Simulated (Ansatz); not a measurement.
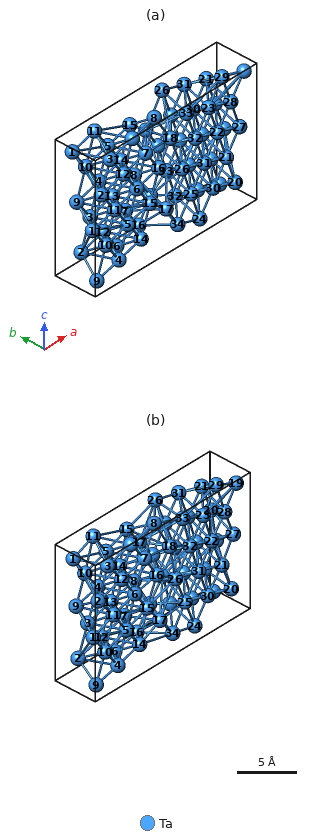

The structure of an interface cell of composition Ta before (top) and after (bottom) a relaxation, at one scale.

A ball-and-stick model of the conventional cell (2 times the calculation's cell) (origin shifted), seen from a free direction. Lengths and directions refer to the drawn axes.

Case: symmetric tilt boundary Sigma 9 (2 2 1), mirror on the next plane, shift [0.5, 0].

Computed with DFT PBE, scalar-relativistic, plane waves, PAW (Ansatz 0.2.0).

Input
```yaml
crystal:
  lattice:
    - [4.6934773201, 0.0, 0.0]
    - [-2.3467386601, 7.0402159802, 0.0]
    - [0.0, 0.0, 20.2127378425]
  atoms:
    - { symbol: Ta, position: [0.2222222222, 0.4444444444, 0.0271465725] }
    - { symbol: Ta, position: [0.4444444444, 0.8888888889, 0.0818775655] }
    - { symbol: Ta, position: [0.6666666667, 0.3333333333, 0.1366085585] }
    - { symbol: Ta, position: [0.8888888889, 0.7777777778, 0.1913395515] }
    - { symbol: Ta, position: [0.1111111111, 0.2222222222, 0.2460705446] }
    - { symbol: Ta, position: [0.3333333333, 0.6666666667, 0.3008015376] }
    - { symbol: Ta, position: [0.5555555556, 0.1111111111, 0.3555325306] }
    - { symbol: Ta, position: [0.7777777778, 0.5555555556, 0.4102635236] }
    - { symbol: Ta, position: [0.8333333333, 0.6666666667, 0.054512069] }
    - { symbol: Ta, position: [0.0555555556, 0.1111111111, 0.109243062] }
    - { symbol: Ta, position: [0.2777777778, 0.5555555556, 0.163974055] }
    - { symbol: Ta, position: [0.5, 0.0, 0.218705048] }
    - { symbol: Ta, position: [0.7222222222, 0.4444444444, 0.2734360411] }
    - { symbol: Ta, position: [0.9444444444, 0.8888888889, 0.3281670341] }
    - { symbol: Ta, position: [0.1666666667, 0.3333333333, 0.3828980271] }
    - { symbol: Ta, position: [0.3888888889, 0.7777777778, 0.4376290201] }
    - { symbol: Ta, position: [0.0555555556, 0.1111111111, 0.4826067203] }
    - { symbol: Ta, position: [0.5555555556, 0.1111111111, 0.5099722168] }
    - { symbol: Ta, position: [0.7222222222, 0.4444444444, 0.9654323645] }
    - { symbol: Ta, position: [0.9444444444, 0.8888888889, 0.9107013715] }
    - { symbol: Ta, position: [0.1666666667, 0.3333333333, 0.8559703785] }
    - { symbol: Ta, position: [0.3888888889, 0.7777777778, 0.8012393855] }
    - { symbol: Ta, position: [0.6111111111, 0.2222222222, 0.7465083925] }
    - { symbol: Ta, position: [0.8333333333, 0.6666666667, 0.6917773995] }
    - { symbol: Ta, position: [0.0555555556, 0.1111111111, 0.6370464065] }
    - { symbol: Ta, position: [0.2777777778, 0.5555555556, 0.5823154135] }
    - { symbol: Ta, position: [0.3333333333, 0.6666666667, 0.938066868] }
    - { symbol: Ta, position: [0.5555555556, 0.1111111111, 0.883335875] }
    - { symbol: Ta, position: [0.7777777778, 0.5555555556, 0.828604882] }
    - { symbol: Ta, position: [0.0, 0.0, 0.773873889] }
    - { symbol: Ta, position: [0.2222222222, 0.4444444444, 0.719142896] }
    - { symbol: Ta, position: [0.4444444444, 0.8888888889, 0.664411903] }
    - { symbol: Ta, position: [0.6666666667, 0.3333333333, 0.60968091] }
    - { symbol: Ta, position: [0.8888888889, 0.7777777778, 0.554949917] }
basis:
  ecutwfc: 420
kpoints:
  mp_grid: { grid: [8, 8, 2] }
hamiltonian:
  xc: pbe
scf:
  occupations: { method: gaussian, width: 0.1 }
output:
  forces: true
  stress: true
  eigenvalues: true
  populations: true
  write_density: true
  write_potential: true
  elf: true
  volumetric_format: npy
relax:
  adjacent_minimum: "off"
  f_tol: 0.02
  max_steps: 60
  cell: { fix: [a, b, alpha, beta, gamma], stress_tol: 0.1 }
```

Command:
```bash
ansatz run input.yaml --threads 4 --pin off --max-ram 11264MiB --backend cpu --events-out ev --progress --plain --runs-dir out
```

### What changed between the two?

The run was cut off at its time limit before the relaxation converged, so the last structure is only a point on the way. The largest moves relative to the cell, 0.45 Å, are those of Ta17 and Ta18. Ta17 goes along [−1 0 −1]. Cell: a 20.213 → 19.371 Å (−4.2 %), b unchanged at 4.693 Å, c unchanged at 14.080 Å. Volume −4.2 %. Near-neighbour distances that change, for instance: Ta14–Ta17 3.492 → 2.822 Å, Ta8–Ta26 4.195 → 3.551 Å, Ta2–Ta20 4.181 → 3.577 Å, Ta15–Ta26 4.324 → 3.785 Å. New bonds form: Ta14–Ta17 (3.49 → 2.82 Å), Ta18–Ta32 (3.49 → 2.82 Å). After 3 geometry steps the energy has fallen by 4.417 eV per cell of the calculation. Largest force component: 3.3 eV/Å at the start, 0.6 eV/Å at the end. The pressure goes from −1.70 to 1.39 GPa. Cost: 13 min on 4 threads of Intel(R) Xeon(R) 6975P-C (Granite Rapids), with other jobs on the host, peak memory 6.6 GiB.
